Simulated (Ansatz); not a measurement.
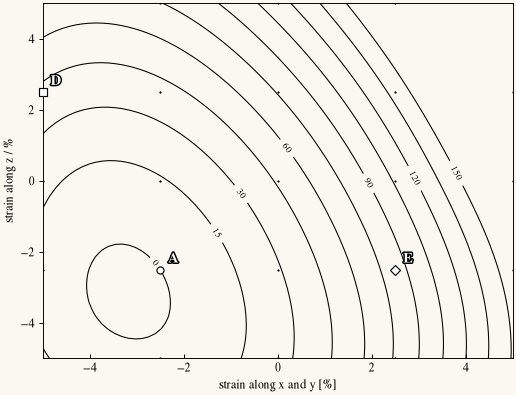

Sb (Pm-3m, No. 221; 1 atom in the cell). The cell is strained homogeneously, by one strain along x and y and another along z, with fractional coordinates fixed (x, y and z along the cube axes). The first coordinate is: strain along x and y; the second: strain along z. Grid: 5 × 5 points. Points are written as (first, second). All energies are given in meV/atom relative to the lowest grid point. The reference cell is the one listed in the database, not relaxed at this level. All numbers below come from DFT PBEsol, scalar-relativistic, plane waves, PAW (Ansatz). Settings: cutoff 420 eV, k-mesh 16×16×16, gaussian smearing 0.15 eV, no spin polarisation.

The picture shows contour lines labelled in meV/atom (none above 150), dots at the grid points, lettered points. Between grid points the surface is interpolated.

> Is A the lowest point of the computed grid?

Yes. A, at (−2.5 %, −2.5 %), has the lowest energy of the grid.

> What kind of point is each of A, E: minimum, saddle, maximum or slope?

A: minimum; E: on a slope. (In these two coordinates alone; a stationary point may lie a little off the grid point.)

> Rank the lettered points by energy, lowest first.

A (0 meV/atom), D (42 meV/atom), E (83 meV/atom).
